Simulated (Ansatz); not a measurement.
# Calculations on H

## 1. Relaxation

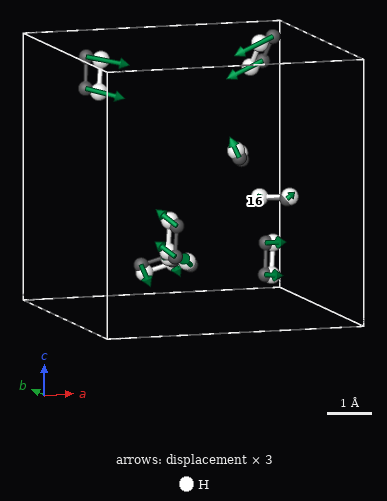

This is a relaxation of an amorphous cell of composition H. The starting structure is drawn faded, the final one solid; green arrows show the displacements, magnified 3 times.

Style: ball-and-stick. Shown: the cell of the calculation, slightly off an axis.

The cell holds 8 H2. The run prepares the start of a later molecular dynamics calculation, from a guessed geometry.

Level of theory: Ansatz, DFT PBE-D3(BJ), scalar-relativistic, plane waves, PAW.

The input:
```yaml
crystal:
  lattice:
    - [6.214465, 0.0, 0.0]
    - [0.0, 6.214465, 0.0]
    - [0.0, 0.0, 6.214465]
  atoms:
    - { symbol: H, position: [0.8119014, 0.9078931, 0.5078707] }
    - { symbol: H, position: [0.8564536, 1.015028, 0.4832102] }
    - { symbol: H, position: [0.5214344, 0.8413829, 0.1651811] }
    - { symbol: H, position: [0.4065968, 0.8385594, 0.135596] }
    - { symbol: H, position: [0.4615984, 0.4155178, 0.1953407] }
    - { symbol: H, position: [0.4281179, 0.5292546, 0.1990739] }
    - { symbol: H, position: [0.7961346, 0.4591558, 1.0284174] }
    - { symbol: H, position: [0.7764245, 0.5219745, 0.929745] }
    - { symbol: H, position: [0.0586859, 0.4282913, 0.9927133] }
    - { symbol: H, position: [0.0555977, 0.4273609, 0.8741361] }
    - { symbol: H, position: [0.885988, 0.8159681, 0.1988741] }
    - { symbol: H, position: [0.8812674, 0.8104337, 0.0804763] }
    - { symbol: H, position: [0.2711521, -0.0013878, 0.4112393] }
    - { symbol: H, position: [0.2700857, 0.0149899, 0.2937592] }
    - { symbol: H, position: [0.8380169, 0.4193686, 0.4236217] }
    - { symbol: H, position: [0.7528261, 0.5017452, 0.4183702] }
basis:
  ecutwfc: 420.0
kpoints:
  mp_grid: { grid: [1, 1, 1] }
hamiltonian:
  xc: pbe
  dispersion: d3bj
scf:
  occupations: { method: fermi_dirac, width: 0.02 }
  lower_state_search: "off"
relax:
  f_tol: 0.3
  max_steps: 15
  adjacent_minimum: "off"
```

Launched with:
```bash
ansatz run input.yaml --threads 1 --pin off --max-ram 3072MiB --backend cpu --events-out ev --progress --plain --runs-dir out
```

> What did the optimiser do to the structure, and how much energy did it gain?

The largest moves, 0.35 Å, are those of H7 and H9. H9 goes roughly along [3 0 −1]. The cell stays as it was. Some distances before and after: H11–H12 0.737 → 0.750 Å. After 2 geometry steps the energy has fallen by 51.2 meV per atom. The largest force component goes from 0.96 to 0.28 eV/Å.

Limits of the set-up: the periodic images lie only 6.2 Å apart, so the values are limited by the cell's size.

## 2. Dynamics

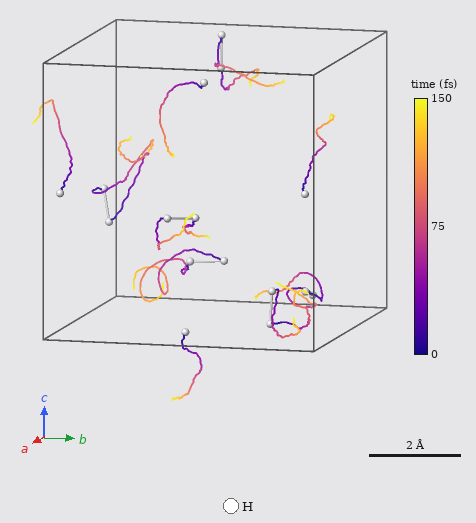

First-principles dynamics of a periodic cell with 8 H2 at 0.112 g/cm³, 150 fs long. Lines trace each atom's path, coloured by time; spheres stand at the starting positions. Seen slightly off an axis in the simulation cell.

These are results of Ansatz, DFT PBE-D3(BJ), scalar-relativistic, plane waves, PAW, not measurements. Run with plane-wave cutoff 420 eV; k-point mesh 1 × 1 × 1; Fermi-Dirac smearing 0.02 eV; Langevin thermostat (NVT); set temperature 250 K; time step 0.5 fs; friction 0.02 per fs.

Describe the motion.

In the second half of the run the atoms are, in the root-mean-square, this far from where they began (common drift taken out): H 1.42 Å. The molecules turn and drift from their places.

Limits of the set-up: the periodic images lie only 6.2 Å apart, so the values are limited by the cell's size.

Cost: 2.3 min on 1 thread of Arm Neoverse V2, with other jobs on the host, peak memory 0.27 GiB.

## 3. Energy conservation

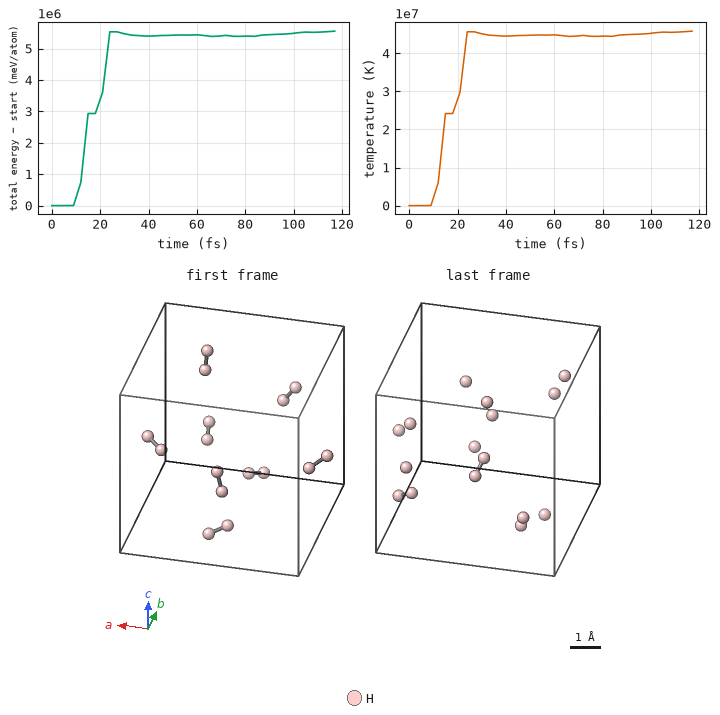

A Born-Oppenheimer molecular dynamics run of a periodic cell with 8 H2 at 0.112 g/cm³, of which 117 fs are on record. It starts from the last geometry of an earlier run, with fresh velocities. The picture is a ball-and-stick view of the simulation cell, seen from a free direction.

Computed with DFT PBE-D3(BJ), scalar-relativistic, plane waves, PAW (Ansatz). Settings: plane-wave cutoff 420 eV; k-point mesh 1 × 1 × 1; Fermi-Dirac smearing 0.02 eV; constant energy (NVE); velocities drawn for 250 K; time step 3 fs.

Input
```yaml
crystal:
  lattice:
    - [6.214465, 0.0, 0.0]
    - [0.0, 6.214465, 0.0]
    - [0.0, 0.0, 6.214465]
  atoms:
    - { symbol: H, position: [0.75001033, 0.95015529, 0.75731868] }
    - { symbol: H, position: [0.73572838, 0.84703035, 0.69758842] }
    - { symbol: H, position: [0.58784517, 0.63555928, 0.07283278] }
    - { symbol: H, position: [0.63635863, 0.72083261, 0.14089839] }
    - { symbol: H, position: [0.45981291, 0.2575693, 0.09640093] }
    - { symbol: H, position: [0.54427543, 0.17331646, 0.08083937] }
    - { symbol: H, position: [0.58058411, 0.32451038, 0.69529976] }
    - { symbol: H, position: [0.59334865, 0.33494973, 0.57565173] }
    - { symbol: H, position: [0.17304315, 0.62580398, 0.79842437] }
    - { symbol: H, position: [0.21247775, 0.51180558, 0.77761712] }
    - { symbol: H, position: [1.17624523, 0.93496189, 0.10807675] }
    - { symbol: H, position: [1.08195471, 0.96303203, 0.18318578] }
    - { symbol: H, position: [0.30904351, 0.13201934, 0.52195947] }
    - { symbol: H, position: [0.20919669, 0.07114821, 0.57558513] }
    - { symbol: H, position: [0.9709637, 0.51003271, 0.43826153] }
    - { symbol: H, position: [0.90516411, 0.54808798, 0.34017253] }
basis:
  ecutwfc: 420.0
kpoints:
  mp_grid: { grid: [1, 1, 1] }
hamiltonian:
  xc: pbe
  dispersion: d3bj
scf:
  occupations: { method: fermi_dirac, width: 0.02 }
  lower_state_search: "off"
  max_iter: 55
md:
  timestep: 3.0
  n_steps: 200
  ensemble: nve
  temperature: 250.0
  initial_velocities: maxwell_boltzmann
  seed: 917921
```

Launched with:
```bash
ansatz run input.yaml --threads 1 --pin off --max-ram 3072MiB --backend cpu --events-out ev --progress --plain --runs-dir out
```

Q: Is this trajectory numerically sound?

A: The total energy moves between 0 and 5.6e+06 meV per atom from its start, in jumps that begin near 9 fs. The integration has failed. The time step of 3 fs is long for the fastest vibrations here (lightest element hydrogen). The run was cut off by its time limit after 39 steps. The temperature peaks at 45832208 K, at 117 fs, and is 45832208 K at the end.

Limits of the set-up: the periodic images lie only 6.2 Å apart, so the values are limited by the cell's size.
